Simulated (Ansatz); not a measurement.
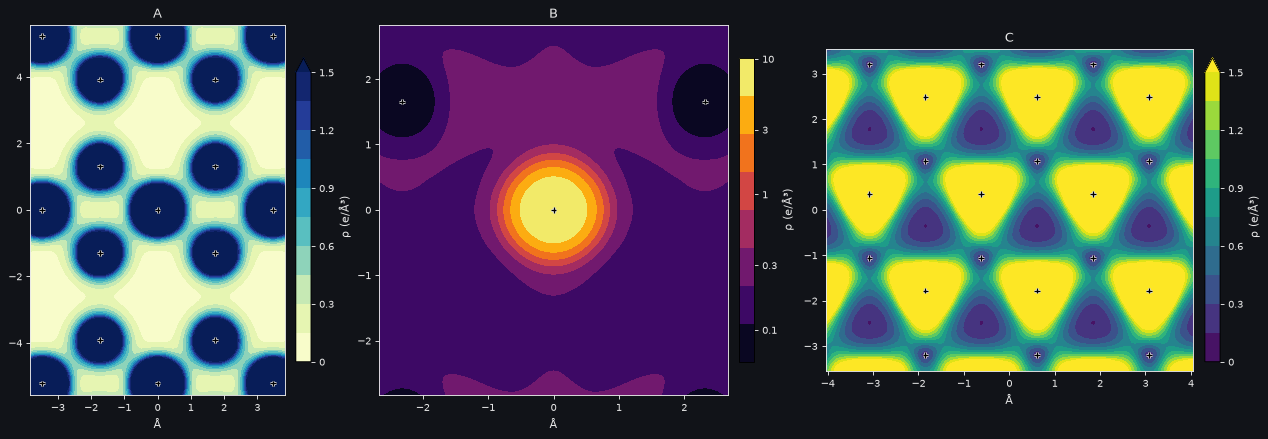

The valence pseudo-density of 3 systems, each on a plane through atoms (crosses mark nuclei in the plane).

The calculation used DFT r2SCAN, scalar-relativistic, plane waves, PAW (Ansatz 0.2.0).

System 1: TiAl, the (110) plane of the conventional cell. Space group P-6m2; a structure from a database of computed crystals, not necessarily the ambient phase; computed without spin polarisation.

```cif
data_structure
_symmetry_space_group_name_H-M 'P 1'
_symmetry_Int_Tables_number 1
_cell_length_a 2.8686
_cell_length_b 2.8686
_cell_length_c 4.6339
_cell_angle_alpha 90.000
_cell_angle_beta 90.000
_cell_angle_gamma 120.000
_cell_volume 33.02
loop_
_atom_site_label
_atom_site_type_symbol
_atom_site_fract_x
_atom_site_fract_y
_atom_site_fract_z
_atom_site_occupancy
Ti1 Ti 0.00000 0.00000 0.00000 1
Al1 Al 0.33333 0.66667 0.50000 1
```

System 2: BN, the (001) plane of the conventional cell. Space group P6₃/mmc; computed pressure about 11 GPa in this cell.

```
CELL_PARAMETERS angstrom
2.46360 0.00000 0.00000
-1.23180 2.13354 0.00000
0.00000 0.00000 6.88143
ATOMIC_POSITIONS crystal
B 0.33333 0.66667 0.25000
B 0.66667 0.33333 0.75000
N 0.33333 0.66667 0.75000
N 0.66667 0.33333 0.25000
```

System 3: ZrO2, the (100) plane of the conventional cell. Space group I4/mmm; changed on purpose from its base cell (strain -0.030 along x and y, +0.030 along z, atoms carried along); computed pressure about 12 GPa in this cell.

Question: Match each panel to its system.

Answer: Panel A is system 3, ZrO2: the plane holds Zr and O. Zr–O (2.17 Å): the density is about 0.56 e/Å³ at the midpoint. Panel B is system 1, TiAl: the plane holds Ti and Al. Ti–Al (2.85 Å): the density is about 0.21 e/Å³ at the midpoint. Panel C is system 2, BN: the plane holds B and N. B–N (1.42 Å): ρ at the midpoint is about 1.9 e/Å³.
